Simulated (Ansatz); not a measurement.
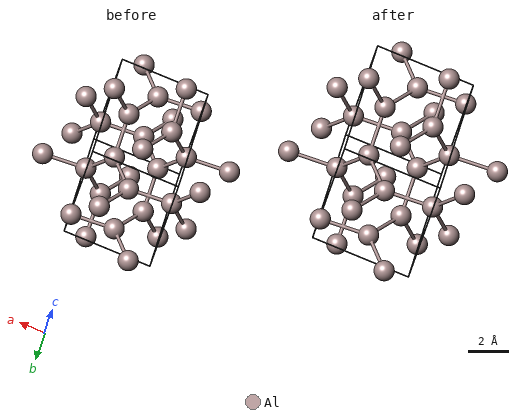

The structure of a crystal of Al (a generated structure, set up in Ia-3d) (coarse preliminary run) before (left) and after (right) a relaxation, at one scale.

The picture is a ball-and-stick view of the cell of the calculation, seen from a free direction.

All numbers below come from DFT PBE, scalar-relativistic, plane waves, PAW in Ansatz.

The input:
```yaml
crystal:
  lattice:
    - [-3.23431082, 3.23431082, 3.23431082]
    - [3.23431082, -3.23431082, 3.23431082]
    - [3.23431082, 3.23431082, -3.23431082]
  atoms:
    - { symbol: Al, position: [0.25, 0.25, 0.25] }
    - { symbol: Al, position: [0.5, 0.0, 0.25] }
    - { symbol: Al, position: [0.0, 0.25, 0.5] }
    - { symbol: Al, position: [0.25, 0.5, 0.0] }
    - { symbol: Al, position: [0.75, 0.75, 0.75] }
    - { symbol: Al, position: [0.5, 0.0, 0.75] }
    - { symbol: Al, position: [0.0, 0.75, 0.5] }
    - { symbol: Al, position: [0.75, 0.5, 0.0] }
basis:
  ecutwfc: 420
kpoints:
  mp_grid: { grid: [4, 4, 4] }
hamiltonian:
  xc: pbe
scf:
  occupations: { method: gaussian, width: 0.1 }
  lower_state_search: "off"
output:
  forces: true
  stress: true
  eigenvalues: true
relax:
  adjacent_minimum: "off"
  f_tol: 0.04
  max_steps: 70
  cell: { stress_tol: 0.4 }
```

Launched with:
```bash
ansatz run input.yaml --threads 1 --pin off --max-ram 2048MiB --backend cpu --events-out ev --progress --plain --runs-dir out
```

Describe what moved and what it gained.

The atoms keep their places relative to the cell (all moves are under 0.005 Å). The volume changes by +39.3 %, with a = b = c 5.602 → 6.256 Å (+11.7 %). Among the contacts that change: Al1–Al2 2.287 → 2.554 Å. The space group stays Ia-3d (No. 230). After 4 accepted moves (5 points after the start) the energy has fallen by 479 meV per atom. All forces vanish by symmetry, so only the cell relaxes. The pressure goes from 29.44 to 0.39 GPa. At 1 point the geometry stayed and the basis and grid were re-selected for the new cell (energy shift of 9.6 meV per atom at most each time). The run took 8.4 s on 1 thread of Arm Neoverse V2, with other jobs on the host, peak memory 0.38 GiB.
